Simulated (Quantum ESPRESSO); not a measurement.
## Energy of Sr along an even scaling of the cell

System: Sr (2 atoms in the cell).
Method: Kohn-Sham DFT of a periodic cell, PBE, SSSP 1.3 efficiency PBE, no spin polarisation (Quantum ESPRESSO 7.5).

The 7 runs differ only in the geometry, by an even scaling of the cell at fixed fractional positions. The structure derives from an entry of the Crystallography Open Database.

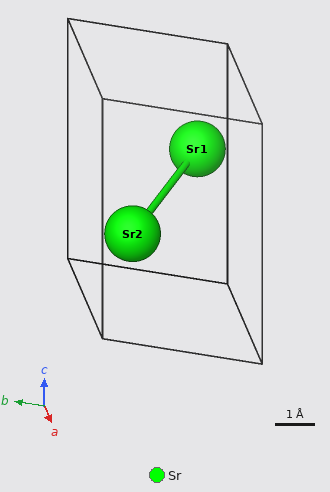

Figure 1. The structure of run 4 (ball-and-stick view of the cell of the calculation, seen at an oblique angle; atoms are numbered from 1 in the order of the input).

**Input of run 4**
```
&CONTROL
  calculation = 'scf'
  prefix = 'pwscf'
  outdir = './tmp'
  pseudo_dir = './pseudo'
  tprnfor = .true.
  tstress = .true.
  disk_io = 'low'
/
&SYSTEM
  ibrav = 0
  nat = 2
  ntyp = 1
  ecutwfc = 55
  ecutrho = 440
  nbnd = 16
  occupations = 'smearing'
  smearing = 'fd'
  degauss = 0.00367493
/
&ELECTRONS
  conv_thr = 4d-10
  electron_maxstep = 120
  mixing_beta = 0.5
/
ATOMIC_SPECIES
Sr    87.6200 Sr_pbe_v1.uspp.F.UPF
CELL_PARAMETERS angstrom
   4.3100000000    0.0000000000    0.0000000000
  -2.1550000000    3.7325694903    0.0000000000
   0.0000000000    0.0000000000    7.0500000000
ATOMIC_POSITIONS crystal
Sr     0.6666666667    0.3333333333    0.7500000000
Sr     0.3333333333    0.6666666667    0.2500000000
K_POINTS automatic
7 7 4 0 0 0
```

**File pp_density.in of run 4**
```
&INPUTPP
  prefix = 'pwscf'
  outdir = './tmp'
  filplot = 'density.dat'
  plot_num = 0
/
&PLOT
  nfile = 1
  filepp(1) = 'density.dat'
  iflag = 3
  output_format = 6
  fileout = 'density.cube'
/
```

**File pp_potential.in of run 4**
```
&INPUTPP
  prefix = 'pwscf'
  outdir = './tmp'
  filplot = 'potential.dat'
  plot_num = 11
/
&PLOT
  nfile = 1
  filepp(1) = 'potential.dat'
  iflag = 3
  output_format = 6
  fileout = 'potential.cube'
/
```

Command:
```bash
OMP_NUM_THREADS=1 pw.x -in pw.in > pw.out
OMP_NUM_THREADS=1 pp.x -in pp_density.in > pp_density.out
OMP_NUM_THREADS=1 pp.x -in pp_potential.in > pp_potential.out
```

Run 3 has the same physical settings and fractional positions; its lattice vectors (Å) are:
```
   4.281073    0.000000    0.000000
  -2.140536    3.707518    0.000000
   0.000000    0.000000    7.002683
```

**Results, with one run withheld**

```csv
run,volume per atom (Å³),"free energy per atom, from the lowest run given (meV)",pressure (GPa)
1,53.306,2.33,0.46
2,54.440,0.00,0.20
3,55.574,?,?
4,56.708,0.42,−0.25
5,57.842,2.94,−0.46
6,58.976,6.85,−0.65
7,60.110,12.04,−0.82
```

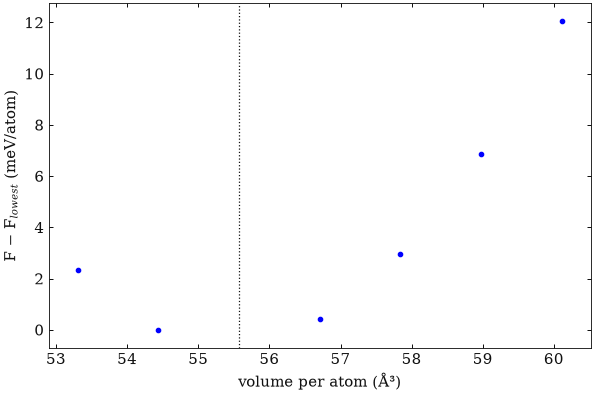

Figure 2. Free energy per atom of the runs given; the dotted line marks run 3.

Estimate the energy of run 3 from the others.

A cubic polynomial in V^(−2/3) (the Birch–Murnaghan form), fitted to the 6 runs given, misses them by under 0.01 meV per atom. With x = V^(−2/3) − 0.06767 Å⁻², it reads F = 0.58549 − 2130 x + 9.5619e+05 x² − 9.0742e+06 x³ (meV per atom). At run 3 it gives −0.60 meV per atom, and the run itself gives −0.60. The slope of the fit gives a pressure −dF/dV of −0.03 GPa there, and the run prints −0.03 GPa. The fit has its minimum at 55.411 Å³ per atom, where V d²F/dV² gives 11.3 GPa. Cell shape and fractional positions are held, so this is the stiffness under even scaling; the relaxed bulk modulus wasn't computed.

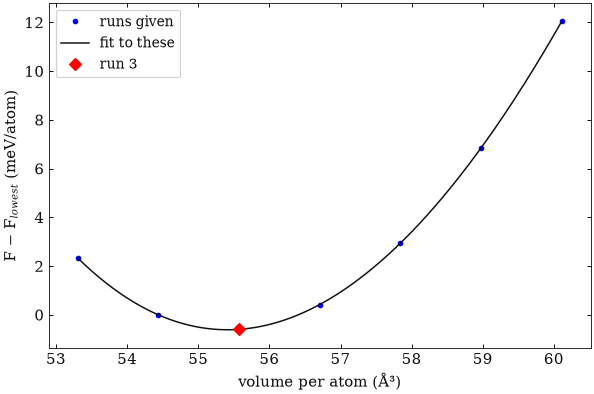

Figure 3. The fit and the withheld run.

**Some lines of the output (run 3)**
```
[...]
     unit-cell volume          =     750.0617 (a.u.)^3
     number of k points=    24  Fermi-Dirac smearing, width (Ry)=  0.0037
     total energy              =    -140.28905127 Ry
     total energy              =    -140.29039837 Ry
     total energy              =    -140.29101955 Ry
     total energy              =    -140.29105420 Ry
     total energy              =    -140.29106036 Ry
     total energy              =    -140.29106055 Ry
     total energy              =    -140.29106059 Ry
     the Fermi energy is     5.1134 ev
!    total energy              =    -140.29106059 Ry
     The total energy is F=E-TS. E is the sum of the following terms:
     Computing stress (Cartesian axis) and pressure
          total   stress  (Ry/bohr**3)                   (kbar)     P=       -0.33
```

Notes on the run: negative rho.
